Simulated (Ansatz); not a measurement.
# twin(10-12) boundary in hcp Co with Ta (substitutional): structure and resistance, part 2 of 2

Wanted: what the twin(10-12) boundary in hcp Co with Ta (substitutional) costs an interconnect.

Ansatz 0.2.0; Ansatz plane-wave DFT, PBE, PAW files, collinear spin; relaxation of a bicrystal slab with its lowest layers held; PAW set soft_1 (the session's first sound run).

So far: The starting structure; Relaxing the bicrystal.

### 2. Relaxing the bicrystal (continued)

The steps of the relaxation:

```
step  energy less that of the first step (eV)  largest force component (eV/Å)
   1                                   0.0000                          1.7449
   2                                  -0.4201                          0.9450
   3                                  -0.5654                          0.2866
   4                                  -0.5831                          0.1580
   5                                  -0.5860                          0.0216
   6                                  -0.5860                          0.0214
```

The run keeps the 2 symmetry operations that it works with, so distortions that break them were not tested.

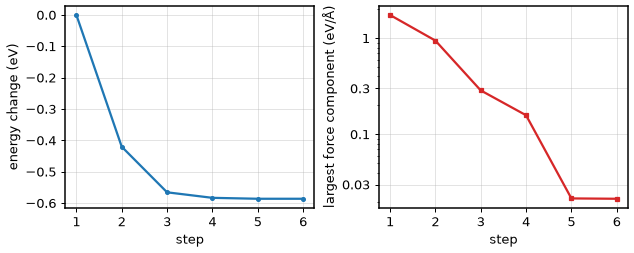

Energy and largest force along the relaxation.

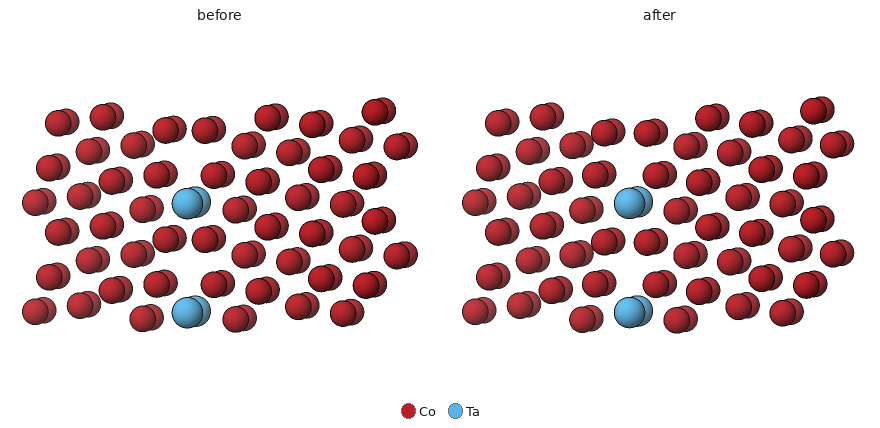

Before and after, at one scale.

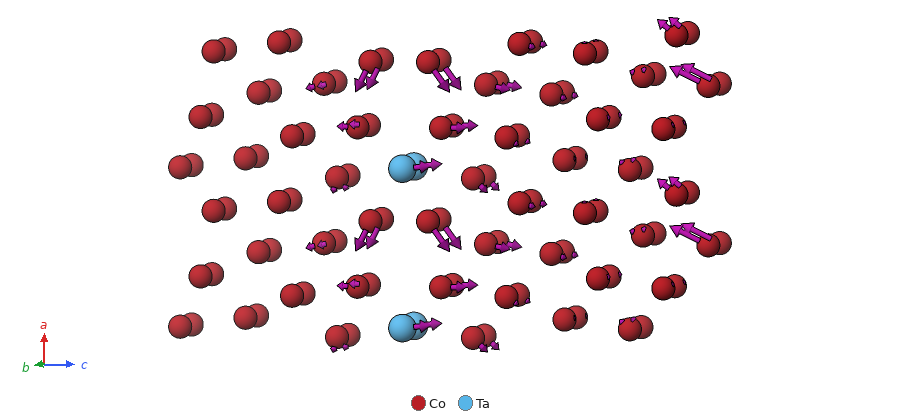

Displacements in the relaxation, exaggerated; the longest in the cell stands for 0.23 Å. 2×2×1 cells are drawn.

The atoms that moved most (Å):

```
atom      dx     dy      dz  length
Co27   0.101  0.000  -0.207   0.230
Co13  -0.151  0.000   0.110   0.187
Co11  -0.147  0.000  -0.073   0.164
Ta12   0.012  0.000   0.119   0.119
Co14   0.001  0.000   0.110   0.110
Co16  -0.022  0.000   0.104   0.106
Co26   0.066  0.000  -0.082   0.106
Co10   0.004  0.000  -0.077   0.077
```

This step gave:

```
free energy             : -143207.2685 eV
energy at zero smearing : -143206.7797 eV
Fermi energy            : 10.61 eV
magnetization           : 40.77 μB
absolute magnetization  : 45.39 μB
```

The largest force component on a free atom ends at 0.021 eV/Å, under the tolerance of 0.03, after 6 steps.

### 3. Transmission across the boundary

This step: Ansatz plane-wave DFT, PBE, PAW files, collinear spin; ballistic transport by layer matching (Landauer), zero bias; boundary relaxed in a short slab, bulk layers laid on; PAW set soft_1 (Ansatz 0.2.0).

System of this step: twin(10-12) boundary in hcp Co with Ta (substitutional). The cell holds 59 atoms: 58 Co and 1 Ta. Cell: a = 5.963 Å, b = 2.505 Å, c = 51.894 Å, α = 90.0°, β = 90.0°, γ = 90.0°. It derives from Co. Regions: lower grain, 24 atoms (24 Co); boundary, 15 atoms (14 Co and 1 Ta); upper grain, 20 atoms (20 Co). Vacuum lies along c.

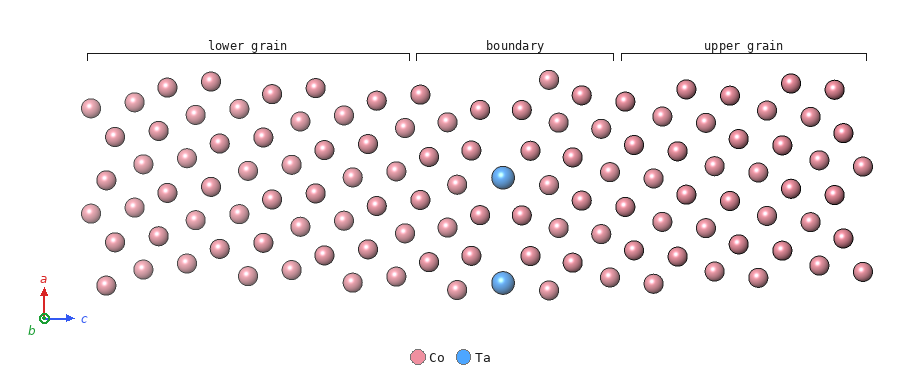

The cell of this step (cobalt pink, tantalum blue). 2×1×1 cells are drawn. Some periodic images of atoms are drawn too.

input.yaml reads:

```yaml
crystal:
  lattice:
    - [5.9626723849, 0.0, 0.0]
    - [0.0, 2.5054, 0.0]
    - [0.0, 0.0, 51.8940923283]
  atoms:
    - { symbol: Co, position: [4.7224164196, -6.5833333333, 0.0770800648], spin: 2.0 }
    - { symbol: Co, position: [4.0458645788, -7.0833333334, 0.0961964842], spin: 2.0 }
    - { symbol: Co, position: [4.4575886583, -6.0833333333, 0.1057546939], spin: 2.0 }
    - { symbol: Co, position: [3.7810368174, -6.5833333334, 0.1248711133], spin: 2.0 }
    - { symbol: Co, position: [4.192760897, -5.5833333333, 0.134429323], spin: 2.0 }
    - { symbol: Co, position: [3.5162090561, -6.0833333334, 0.1535457424], spin: 2.0 }
    - { symbol: Co, position: [3.9279331357, -5.0833333333, 0.1631039521], spin: 2.0 }
    - { symbol: Co, position: [3.2513812948, -5.5833333334, 0.1822203715], spin: 2.0 }
    - { symbol: Co, position: [3.6631053744, -4.5833333333, 0.1917785812], spin: 2.0 }
    - { symbol: Co, position: [2.9865535335, -5.0833333334, 0.2108950006], spin: 2.0 }
    - { symbol: Co, position: [3.3982776131, -4.0833333333, 0.2204532103], spin: 2.0 }
    - { symbol: Co, position: [2.7217257722, -4.5833333334, 0.2395696297], spin: 2.0 }
    - { symbol: Co, position: [3.1334498518, -3.5833333333, 0.2491278394], spin: 2.0 }
    - { symbol: Co, position: [2.4568980109, -4.0833333334, 0.2682442588], spin: 2.0 }
    - { symbol: Co, position: [2.8686220905, -3.0833333333, 0.2778024685], spin: 2.0 }
    - { symbol: Co, position: [2.1920702496, -3.5833333334, 0.2969188879], spin: 2.0 }
    - { symbol: Co, position: [2.6037943292, -2.5833333333, 0.3064770976], spin: 2.0 }
    - { symbol: Co, position: [1.9272424883, -3.0833333334, 0.325593517], spin: 2.0 }
    - { symbol: Co, position: [2.3389665678, -2.0833333333, 0.3351517267], spin: 2.0 }
    - { symbol: Co, position: [1.662414727, -2.5833333334, 0.3542681461], spin: 2.0 }
    - { symbol: Co, position: [2.0741388065, -1.5833333333, 0.3638263558], spin: 2.0 }
    - { symbol: Co, position: [1.3975869657, -2.0833333334, 0.3829427752], spin: 2.0 }
    - { symbol: Co, position: [1.8093110452, -1.0833333333, 0.3925009849], spin: 2.0 }
    - { symbol: Co, position: [1.1327592044, -1.5833333334, 0.4116174043], spin: 2.0 }
    - { symbol: Co, position: [0.5444832839, 0.4166666667, 0.421175614], spin: 2.0 }
    - { symbol: Co, position: [0.8679314431, 0.9166666667, 0.4402920334], spin: 2.0 }
    - { symbol: Co, position: [0.2774119341, 0.9166666667, 0.4498038688], spin: 2.0 }
    - { symbol: Co, position: [0.6001247491, 0.4166666667, 0.4677320437], spin: 2.0 }
    - { symbol: Co, position: [0.00733167, 0.4166666667, 0.4782985397], spin: 2.0 }
    - { symbol: Co, position: [0.3389394183, 0.9166666667, 0.4961583942], spin: 2.0 }
    - { symbol: Co, position: [0.725360943, 0.9166666667, 0.5057874225], spin: 2.0 }
    - { symbol: Ta, position: [0.0754489549, 0.4166666667, 0.5286007427] }
    - { symbol: Co, position: [0.7246222534, 0.9166666667, 0.5514085095], spin: 2.0 }
    - { symbol: Co, position: [0.3383869347, 0.9166666667, 0.560969212], spin: 2.0 }
    - { symbol: Co, position: [0.0061429063, 0.4166666667, 0.578998045], spin: 2.0 }
    - { symbol: Co, position: [0.599427693, 0.4166666667, 0.5895169972], spin: 2.0 }
    - { symbol: Co, position: [0.2765090089, 0.9166666667, 0.6072028973], spin: 2.0 }
    - { symbol: Co, position: [0.866212761, 0.9166666667, 0.6170926096], spin: 2.0 }
    - { symbol: Co, position: [0.5425372387, 0.4166666667, 0.6361382593], spin: 2.0 }
    - { symbol: Co, position: [1.1309268407, -1.5833333334, 0.6457318539], spin: 2.0 }
    - { symbol: Co, position: [1.8074786816, -1.0833333333, 0.6648482733], spin: 2.0 }
    - { symbol: Co, position: [1.395754602, -2.0833333334, 0.674406483], spin: 2.0 }
    - { symbol: Co, position: [2.0723064429, -1.5833333333, 0.6935229024], spin: 2.0 }
    - { symbol: Co, position: [1.6605823633, -2.5833333334, 0.7030811121], spin: 2.0 }
    - { symbol: Co, position: [2.3371342042, -2.0833333333, 0.7221975315], spin: 2.0 }
    - { symbol: Co, position: [1.9254101246, -3.0833333334, 0.7317557412], spin: 2.0 }
    - { symbol: Co, position: [2.6019619655, -2.5833333333, 0.7508721606], spin: 2.0 }
    - { symbol: Co, position: [2.1902378859, -3.5833333334, 0.7604303703], spin: 2.0 }
    - { symbol: Co, position: [2.8667897268, -3.0833333333, 0.7795467897], spin: 2.0 }
    - { symbol: Co, position: [2.4550656472, -4.0833333334, 0.7891049994], spin: 2.0 }
    - { symbol: Co, position: [3.1316174881, -3.5833333333, 0.8082214188], spin: 2.0 }
    - { symbol: Co, position: [2.7198934086, -4.5833333334, 0.8177796285], spin: 2.0 }
    - { symbol: Co, position: [3.3964452494, -4.0833333333, 0.8368960479], spin: 2.0 }
    - { symbol: Co, position: [2.9847211699, -5.0833333334, 0.8464542576], spin: 2.0 }
    - { symbol: Co, position: [3.6612730107, -4.5833333333, 0.865570677], spin: 2.0 }
    - { symbol: Co, position: [3.2495489312, -5.5833333334, 0.8751288867], spin: 2.0 }
    - { symbol: Co, position: [3.926100772, -5.0833333333, 0.8942453061], spin: 2.0 }
    - { symbol: Co, position: [3.5143766925, -6.0833333334, 0.9038035158], spin: 2.0 }
    - { symbol: Co, position: [4.1909285333, -5.5833333333, 0.9229199352], spin: 2.0 }
magnetization:
  spin_polarized: true
kpoints:
  mp_grid: { grid: [5, 10, 1] }
hamiltonian:
  xc: pbe
  pseudopotentials: { kind: paw, azcp: { folder: soft_1 } }
scf:
  occupations: { method: fermi_dirac, width: 0.1 }
output:
  transmission:
    leads: [[14, 16], [45, 47]]
    kmesh: [12, 24]
    e_range: [-0.1, 0.1]
    de: 0.05
  write_potential: true
  write_density: true
  volumetric_format: npy
  elf: true
```

Command:

```bash
$ ansatz run input.yaml --threads 4 --pin off --max-ram 15360MiB --backend cpu --events-out ev --progress --plain --runs-dir out
```

Numbers of over 12 decimals in the logs are rounded to 6 here.

What it wrote:

```text
[...]
Crystal: 59 atoms, lattice volume = 775.240 Å³
Basis set: ecut = 420 eV, 15023 PW (Γ)
Bands: 669, of which v1, the nominal top of the filled ones, is band 500 counted from 1 (499 counted from 0)
Symmetry: 2 space group operations
[...]
k-points: 18 of 50 (time reversal used)
[...]
Starting moments: Σ|m| = 116 μB on 58 of 59 sites
[...]
SCF iter   1: F=—  HF=-307225.503077 eV  |F-HF|=—  |Δ(HF+E_count)|=         —  Δρ=5.60e-2 (↑4.12e-2 ↓5.60e-2)  dr2=2.29e2  dr2_m=4.55e0  M=101.413 μB ∫|m|=105.796 μB  β_m=0.30  ethr=3.10e-3  ⟨swp⟩=6.1  Hψ=88709  notcnv=0  defer=2687
[...]
SCF iter  19: F=-307244.576448 eV  HF=-307244.576448 eV  |F-HF|=3.78e-8  |Δ(HF+E_count)|=   6.11e-9  Δρ=5.55e-7 (↑3.38e-7 ↓5.55e-7)  dr2=3.88e-8  dr2_m=3.39e-10  M=94.311 μB ∫|m|=104.060 μB  ethr=9.61e-12  ⟨swp⟩=9.4  Hψ=99785  notcnv=0
SCF 1 converged in 19 iterations: F = -307244.576448 eV  dr2 = 3.88e-8
[...]
transmission: 700 of 6916 steps passed
transmission: 1384 of 6916 steps passed
[...]
transmission: 6916 of 6916 steps passed
WARN: The input density's exchange-correlation potential varies sharply where the density is thin. Do not read a vacuum level from v_tot or v_xc, or from such a field of the output density. On a cell that repeats whose density bears no net charge and no dipole along the vacuum's axis use v_es (v_loc + v_h of the components); under efield.dipole_correction with no amplitude use v_es + v_field, which holds any external [...]
some or all of what a close reads of its open shells is tried by no SCF: some or all of their fillings by name were not asked, since the model of its bands would take too long in so large a cell. Whether a lower state lies along it is not known (a run that goes on reads the state that it goes on from)
SCF converged after 19 iterations
the last check of whether an eigenvalue changes by more than its tolerance under the output density was not made (no_room)
Magnetization: 94.3113 μB (546.6557 up, 452.3443 down)
Absolute magnetization: 104.1581 μB (∫|ρ↑−ρ↓|, with the PAW one-centre terms)
[...]
Per-site moments (μB) at R_I (Å): [(1.899653, 1.033141), (1.858364, 1.033141), (1.809873, 1.033141), (1.752135, 1.033141), (1.699796, 1.033141), (1.725272, 1.033141), (1.718434, 1.033141), (1.714780, 1.033141), (1.717148, 1.033141), (1.716155, 1.033141), (1.715587, 1.033141), (1.717953, 1.033141), (1.714905, 1.033141), (1.716900, 1.033141), (1.717550, 1.033141), (1.716200, 1.033141), (1.716206, 1.033141), (1.717325,  [...]
Free energy (F): -307244.576448 eV
[...]
Internal energy: -307242.582659 eV  (E = F + TS)
E sigma→0 (E₀):  -307243.579554 eV
Entropy (-TS):   -1.993789 eV (-33.793 meV/atom)
Fermi energy:    14.942598 eV
[...]
--- Band table (eV; the first three rows and the last of 36) ---
  k-point 0 ↑: bands = [... 496 lower, 13.8209, 13.8336, 13.8422, 13.8487, 13.8670, 13.8701, 13.8855, 13.9004, ... 165 higher]
  k-point 1 ↑: bands = [... 496 lower, 13.8375, 13.8542, 13.8709, 13.8856, 13.8950, 13.9023, 13.9061, 13.9102, ... 165 higher]
  k-point 2 ↑: bands = [... 496 lower, 13.8348, 13.8586, 13.8686, 13.8868, 13.8988, 13.9129, 13.9223, 13.9445, ... 165 higher]
  k-point 17 ↓: bands = [... 496 lower, 16.1479, 16.1564, 16.1600, 16.1610, 16.1716, 16.1736, 16.1812, 16.1878, ... 165 higher]
--- Transmission ---
  basis      : 127 plane waves across, 38 finite elements along
  points     : 91, standing for a mesh of 12 x 24
  energies   : 5 from -0.100000 to 0.100000 eV about the Fermi level, 0.050000 eV apart; the leads are filled to 0.000000 eV, and channels, transmission and decay are at 0.000000 eV
  crystal 0  : Co4, at the sites [14, 16], period 2.9761 Å, over 19.34 Å; its Hamiltonian steps by up to 24.5 meV
    offset         : up to 0.0000 Å between an atom of the period and one for which it stands
    channels       : 1.770833e0 up, 3.184028e0 down
    conductance    : none, the energies end too early or step too widely for 300 K: set another output.transmission.e_range or a lower de, or, where they end at an eighth of basis.ecutwfc, a higher one
    slowest decay  : 0.1073 /Å at (0.2500, 0.4583)
[...]
channels       : 1.770833e0 up, 3.170139e0 down
[...]
slowest decay  : 0.1073 /Å at (0.2500, 0.4583)
  junction   : crystal 0 to crystal 1, 13.87 to 37.43 Å
    transmission   : 8.582282e-1 up, 1.286561e0 down
[...]
```

The job ended after 1.8 h (4 threads of Arm Neoverse V1, shared host; peak memory 10 GiB).

This step gave:

| Property | Result |
| --- | --- |
| free energy | -307244.5764 eV |
| energy at zero smearing | -307243.5796 eV |
| Fermi energy | 14.94 eV |
| magnetization | 94.31 μB |
| absolute magnetization | 104.2 μB |
| cell area | 14.94 Å² |
| transmission, spin up | 0.8582 |
| transmission, spin down | 1.287 |
| open channels, spin up | 1.771 |
| open channels, upper lead, spin up | 1.771 |
| open channels, spin down | 3.184 |
| open channels, upper lead, spin down | 3.170 |
| step of the lead's potential | 24.5 meV |
| step of the upper lead's potential | 5.9 meV |

Per spin. Table of transmission, zone mean by energy, zero at the Fermi level:

```
energy (eV)   T up  T down
    -0.1000  0.879    1.27
    -0.0500  0.868    1.27
     0.0000  0.858    1.29
     0.0500  0.847    1.25
     0.1000  0.866    1.27
```

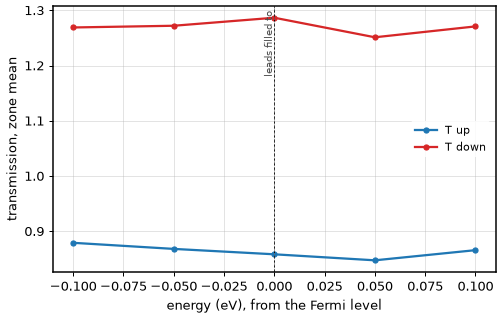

Transmission, zone mean, plotted against energy.

Per spin. Table of open channels, zone mean by energy, zero at the Fermi level:

```
energy (eV)  lead up  upper lead up  lead down  upper lead down
    -0.1000     1.74           1.74       3.09             3.12
    -0.0500     1.77           1.77       3.14             3.14
     0.0000     1.77           1.77       3.18             3.17
     0.0500     1.77           1.77       3.20             3.19
     0.1000     1.81           1.81       3.24             3.25
```

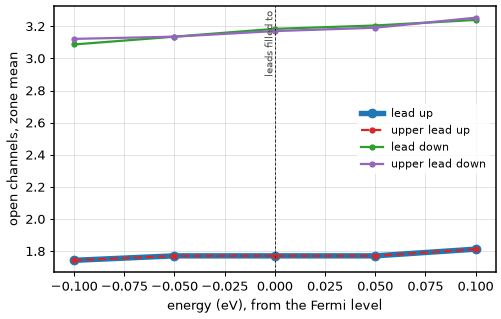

Open channels, zone mean against energy.

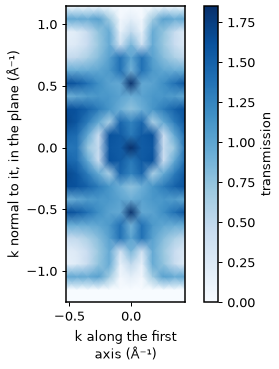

Transmission over k1 and k2. At 0.0000 eV from the Fermi level, spin up.

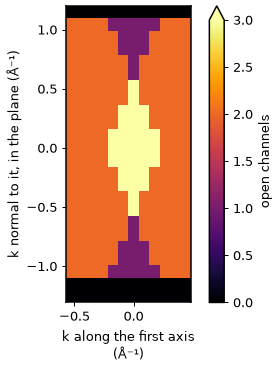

Open channels over k1 and k2. At 0.0000 eV from the Fermi level, spin up.

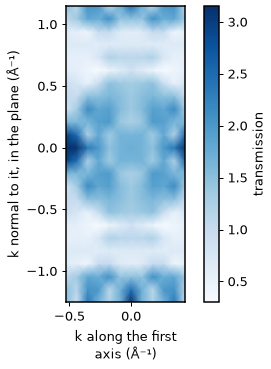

Transmission over k1 and k2. At 0.0000 eV from the Fermi level, spin down.

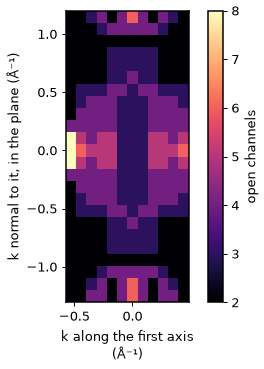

Open channels over k1 and k2. At 0.0000 eV from the Fermi level, spin down.

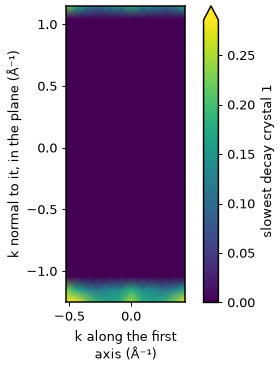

Slowest decay crystal 1 over k1 and k2. At 0.0000 eV from the Fermi level, spin up.

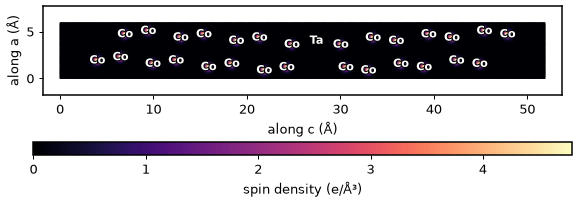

Spin density in the ca plane at fractional y = 0.417, with atoms of Co and Ta within 0.2 Å of it. The map starts off the cell's origin, so that atoms lie inside it.

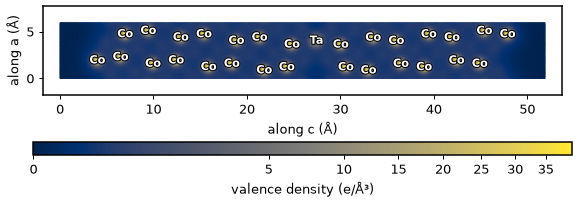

Valence density in the ca plane at fractional y = 0.417, with atoms of Co and Ta within 0.2 Å of it. It is the smooth field of the valence electrons, not physical close to the nuclei. The map starts off the cell's origin, so that atoms lie inside it. The colour scale is stretched toward low values.

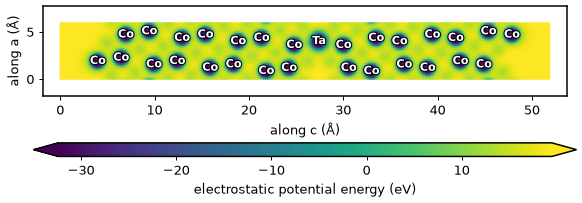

Electrostatic potential energy in the ca plane at fractional y = 0.417, with atoms of Co and Ta within 0.2 Å of it. With pseudopotentials it is smooth inside the atoms' cores, unlike the true potential. The map starts off the cell's origin, so that atoms lie inside it.

Nearest the Fermi level spin up passes 0.858 of 1.77 channels of the lower lead and spin down 1.29 of 3.18.

### 4. Specific resistance

This step: Ansatz plane-wave DFT, PBE, PAW files, collinear spin; ballistic transport by layer matching (Landauer), zero bias; specific resistance of the boundary; PAW set soft_1 (Ansatz 0.2.0).

Numbers from this step:

```yaml
area_resistance: 1.014 fΩ m²
t_over_the_leads_mean_channel_count: 0.4314
spin_asymmetry_gamma: -0.1142 (R down - R up) / (R down + R up)
```

Averaged over the energies near the Fermi level, 43.1 % of the channels pass, which makes 1.01 fΩ m².

By hand, with means over the energies near the Fermi level: RA per spin = A (h/e²)(1/T − ½[1/N₁ + 1/N₂]); spin up: 14.94×10⁻²⁰ m² × 25 813 Ω × (1/0.8637 − ½[1/1.774 + 1/1.774]) = 2.29 fΩ m²; spin down: 14.94×10⁻²⁰ m² × 25 813 Ω × (1/1.270 − ½[1/3.170 + 1/3.174]) = 1.82 fΩ m². The spins conduct in parallel, so 1/RA = 1/2.29 + 1/1.82 and RA = 1.01 fΩ m²; γ = (1.82 − 2.29)/(1.82 + 2.29) = -0.11.

### 5. Outcome

- specific resistance of the boundary: 1.01 fΩ m²
- share of channels that pass: 0.431

In words: The boundary has a specific resistance of 1.0 fΩ m². The boundary reflects 57 % of the channels; 1.0 fΩ m² is 10×10⁻¹² Ω·cm². One Ta in 14.9 Å² of boundary is a high coverage. Each plane of this narrow cell holds one atom, so the solute fills a whole plane. One starting structure was relaxed; another shift or atom count at the boundary may lie lower. Spin-orbit coupling is left out, which matters for Ta. One magnetic start was tried, and the two spins conduct in parallel without mixing.

[Logs are printed without paths, hosts, clocks, repeated set-up lines and the standing remarks that a program may print on its own settings, such as how far it seeks lower states.]

[Hosts, paths, dates, database ids (printed as entryN), source tags and the programs' standing remarks are cut or masked in the printed files.]
